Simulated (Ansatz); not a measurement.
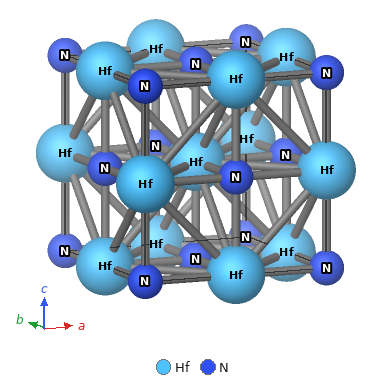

A ball-and-stick rendering, viewed slightly off an axis. One conventional unit cell is framed, with atoms on its boundary repeated.

**What composition does the cell have?**

HfN. The cell holds 4 Hf, 4 N, counting shared atoms by their share.

**To which lattice type does it belong?**

Face-centred cubic.

**Name the space group.**

Fm-3m (No. 225), with Hf on 4b and N on 4a.

**To which structure type does it belong?**

Rock salt (NaCl type).

The initial geometry was a structure type known for this compound. Atoms and cell were optimised with Ansatz 0.2.0, DFT PBE, scalar-relativistic, plane waves, PAW.
